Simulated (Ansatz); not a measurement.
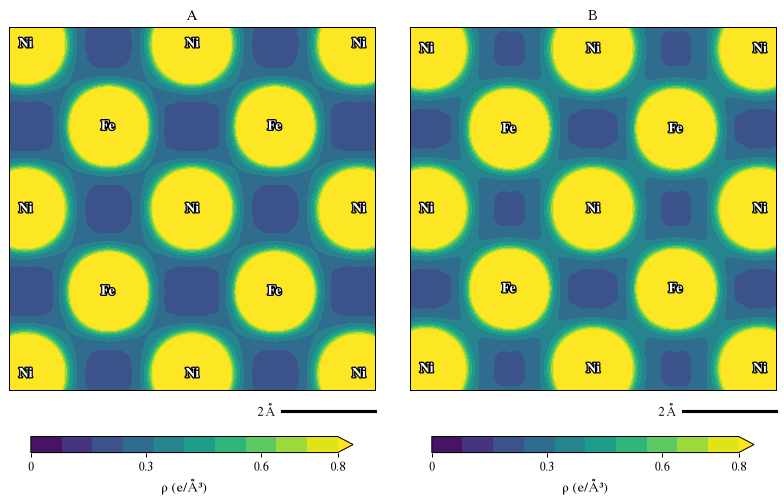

FeNi. The valence charge density (pseudo) of two cells that differ in size and shape, on the (110) plane of each (indices in the axes of the calculation cell), at one length scale and on one colour scale: A has 11.3 Å³ an atom and B 10.6.

Space group P4/mmm; spin-polarised.

All numbers below come from Ansatz, Kohn-Sham DFT of a periodic cell, PBEsol, Ansatz PAW.

Core electrons are frozen (PAW), and the valence fields are smoothed inside the atomic spheres.

What does the compression do to the bonding and the properties?

Answer. From the larger cell to the smaller, Fe–Ni goes from 2.52 to 2.48 Å, and the density at its midpoint from 0.32 to 0.34 e/Å³; the pressure goes from −9 to 3.3 GPa; the largest moment (Fe) goes from 2.6 to 2.5 μB.
